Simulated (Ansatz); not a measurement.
# Cs4Br: what the fields show

Input

```
crystal:
  lattice:
    - [7.5581467883, 0.0, 0.0]
    - [0.0, 7.5581467883, 0.0]
    - [0.0, 0.0, 7.5581467883]
  atoms:
    - { symbol: Cs, position: [0.5, 0.0, 0.0] }
    - { symbol: Cs, position: [0.0, 0.5, 0.0] }
    - { symbol: Cs, position: [0.0, 0.0, 0.5] }
    - { symbol: Cs, position: [0.5, 0.5, 0.5] }
    - { symbol: Br, position: [0.0, 0.0, 0.0] }
basis:
  ecutwfc: 420
kpoints:
  mp_grid: { grid: [6, 6, 6] }
  band_path:
    path:
      - [[0.0, 0.0, 0.0], [0.0, 0.5, 0.0], [0.5, 0.5, 0.0], [0.0, 0.0, 0.0], [0.5, 0.5, 0.5], [0.0, 0.5, 0.0]]
      - [[0.5, 0.5, 0.5], [0.5, 0.5, 0.0]]
    npoints: 14
hamiltonian:
  xc: pbe
scf:
  occupations: { method: gaussian, width: 0.1 }
  n_extra_bands: 12
output:
  forces: true
  stress: true
  eigenvalues: true
  populations: true
  dos: { projected: true, de: 0.02, nscf_kmesh: { grid: [8, 8, 8] } }
  bader: true
  write_density: true
  write_potential: true
  elf: true
  volumetric_format: npy
```

Run with:

```sh
ansatz run input.yaml --threads 1 --pin off --max-ram 2048MiB --backend cpu --events-out ev --progress --plain --runs-dir out
```

Below, planes, directions and counts refer to the conventional cell (a = 7.56 Å, b = 7.56 Å, c = 7.56 Å, α = 90.00°, β = 90.00°, γ = 90.00°).

Space group Pm-3m; a structure generated by program, which may or may not match a known phase; computed without spin polarisation.

All numbers below come from DFT PBE, scalar-relativistic, plane waves, PAW (Ansatz 0.2.0).

The density is the valence pseudo-density of a PAW calculation; it isn't the true density close to the nuclei.

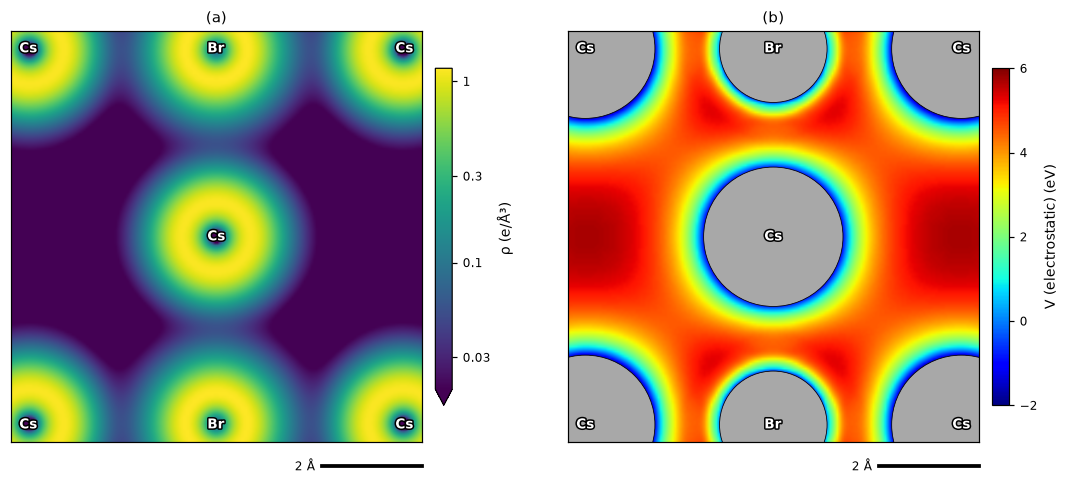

Figure 1. (a) valence pseudo-density; (b) electrostatic potential (local pseudopotential plus Hartree) felt by an electron on the (100) plane of the conventional cell. Grey discs cover the atomic cores in the potential map.

Q: What does the map show?

A: Atoms in the plane: Cs and Br. Cs–Br (3.78 Å): the density is about 0.06 e/Å³ at the midpoint. Between the atoms the lowest density in this plane is 0.009 e/Å³. Outside the cores the potential energy rises away from the atoms and is highest about 3.8 Å from the nearest atoms; its zero is arbitrary.

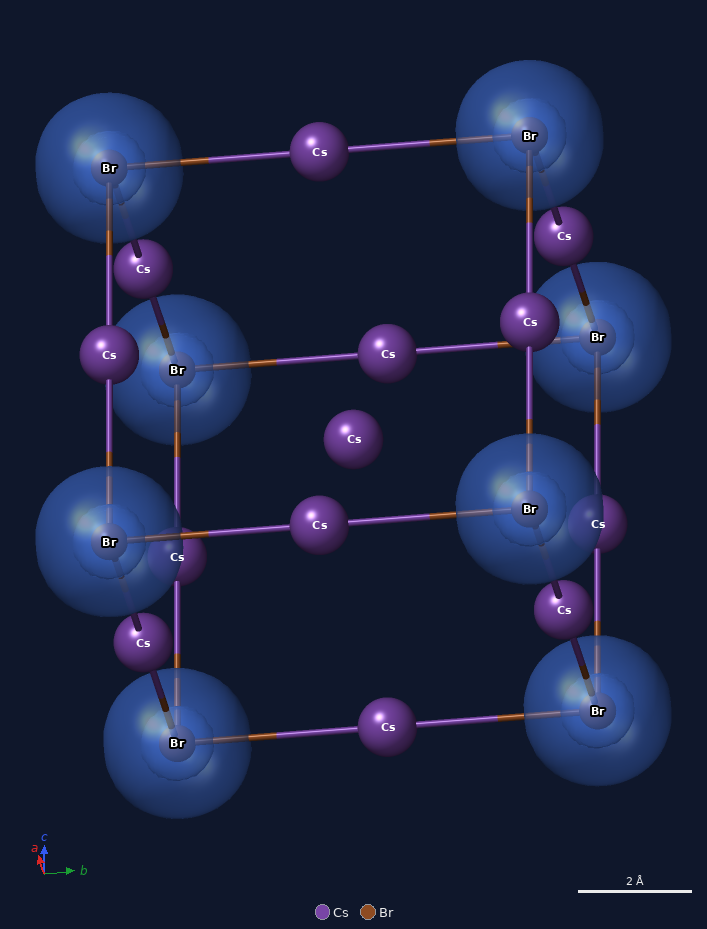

Figure 2. Isosurface of the ELF at 0.75 (blue), seen at an oblique angle. Only the valence region is drawn (cores and ρ < 0.01 e/Å³ removed). Sticks mark near contacts.

Q: What do the ELF domains correspond to?

A: The surface consists of one region wrapped around Br (its valence shell), counted in one cell of 5 atoms. Regions shared between cells count once. Profiles from the grid: Cs–Br (3.78 Å): the ELF is about 0.05 at the midpoint (no localised pair shows between them).

Q: Metal or insulator at this level of theory?

A: It is metallic or semimetallic at this level of theory: no gap opens.

Q: How much charge does the calculation move between the atoms?

A: Electrons move from Cs towards Br. Bader charges: Cs −0.45 to +0.46 and Br −0.92 e.
